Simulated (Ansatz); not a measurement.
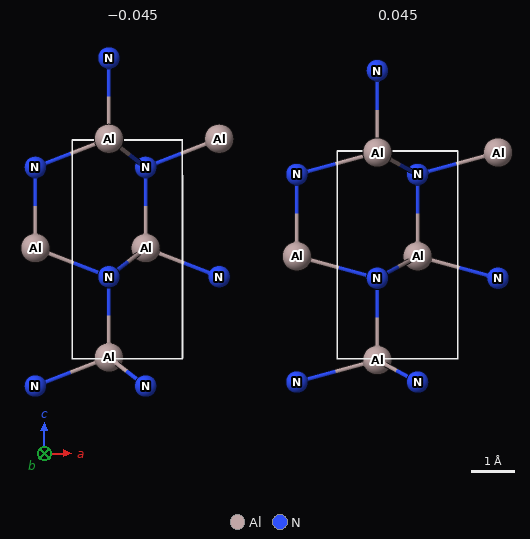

A crystal of AlN (set up in P6_3mc), under biaxial strain in the a–b plane (c and atoms relaxed), with energies (extrapolated to zero smearing) counted from the relaxed crystal, which is the row at zero. The picture shows the first and the last member. Style: ball-and-stick. Shown: the cell of the calculation, along the b axis.

Computed with Ansatz 0.2.0: DFT PBE, scalar-relativistic, plane waves, PAW. (plane-wave cutoff 420 eV; k-point mesh 12 × 12 × 6; occupations gaussian; smearing width 0.02 eV; no spin polarisation; force threshold 0.008 eV/Å)

```
strain  energy (meV/atom)  a (Å)  c (Å)  band gap (eV)
−0.045              66.66  2.989  5.133           4.44
 −0.03              28.67  3.036  5.097           4.41
−0.015                  ?      ?      ?              ?
   0.0               0.00  3.130  5.018           4.03
 0.015               6.42  3.177  4.975           3.74
  0.03              24.69  3.224  4.928           3.44
 0.045              53.32  3.271  4.874           3.17
```

Fill in the missing row.

A parabola through three neighbouring rows (−0.045, −0.03, 0.0) gives, with Lagrange weights, (−0.3333)(66.66) + (1.0000)(28.67) + (0.3333)(0.00) = 6.45 meV/atom. The calculation gives 6.93 meV/atom (a = 3.083 Å, c = 5.059 Å). The estimate is 0.48 meV/atom too low. For the gap a parabola through the rows −0.045, −0.03, 0.0 gives 4.27 eV, and the calculation 4.33 eV (semilocal gaps, lower than measured ones as a rule). From the first member to the last: Al–N 1.852 → 1.957 Å, Al–N 1.896 → 1.923 Å.

The whole series:

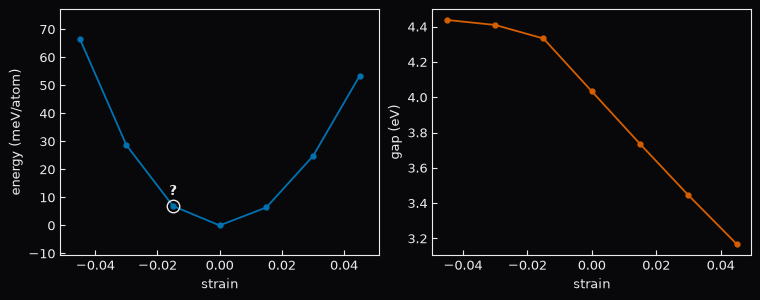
